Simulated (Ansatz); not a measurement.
Ga

```yaml
crystal:
  lattice:
    - [2.76880, 0.00000, 0.00000]
    - [0.00000, 2.76880, 0.00000]
    - [0.00000, 0.00000, 4.62245]
  atoms:
    - { symbol: Ga, position: [0.00000, 0.00000, 0.00000] }
    - { symbol: Ga, position: [0.50000, 0.50000, 0.50000] }
```

Space group I4/mmm; a structure from a database of computed crystals, not necessarily the ambient phase; computed pressure about 2 GPa in this cell.

The calculation used Ansatz, Kohn-Sham DFT of a periodic cell, HSE06, Ansatz PAW.

What can the converged valence pseudo-density and electron localisation function tell about the bonding?

Answer. Ga–Ga (2.77 Å): ρ is about 0.23 e/Å³ halfway; the ELF is about 0.45 at the midpoint.

Does the calculation give a band gap?

Answer. It is gapless in this calculation (a metal or semimetal).

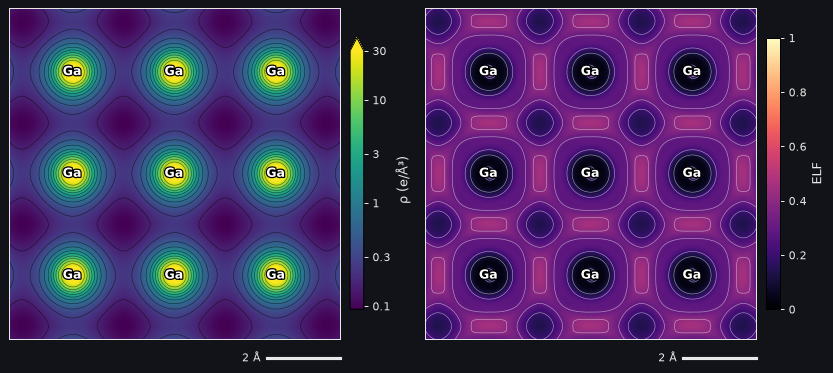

Computed valence pseudo-density and electron localisation function on the (001) plane of the conventional cell, in this order. 

Core electrons are frozen (PAW), and the valence fields are smoothed inside the atomic spheres.
